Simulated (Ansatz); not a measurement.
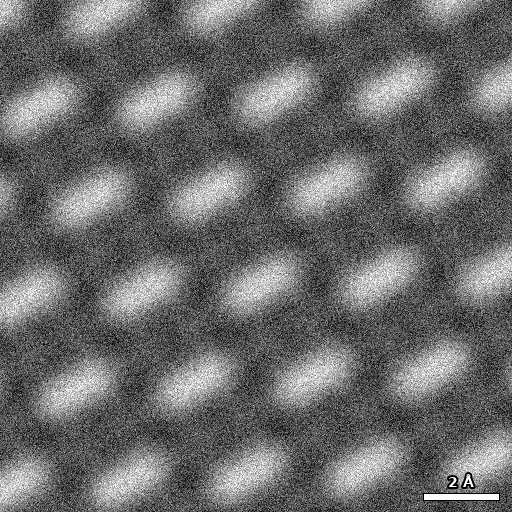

HRTEM-like image of Sn (P6_3/mmc, No. 194). Simulated in the weak-phase-object approximation with neutral-atom potentials: 80 kV, Cs = −20 µm, defocus +110 Å (negative is underfocus), defocus spread 8 Å, aperture 0.78 1/Å. Shot noise was added. Structure: the geometry relaxed at fixed volume with Ansatz 0.2.0, DFT PBE, spin-orbit coupling, plane waves, PAW; the starting structure was generated, so it need not be a known form of this composition.

```
Sn
1.0
     3.34067    0.00000    0.00000
    -1.67034    2.89311    0.00000
     0.00000    0.00000    5.68706
Sn
2
Direct
  0.33333 0.66667 0.75000
  0.66667 0.33333 0.25000
```

Question: Along which zone axis is the crystal seen: [001], [201], [101] or [311]? (Directions equivalent by symmetry count as one.)

Answer: [101]. The projected cells are 3.34 × 3.34 Å, 120° for [001]; 2.17 × 3.09 Å, 111° for [201]; 2.88 × 3.23 Å, 116° for [101]; 2.03 × 2.58 Å, 91° for [311], and the image repeats as the [101] one does.
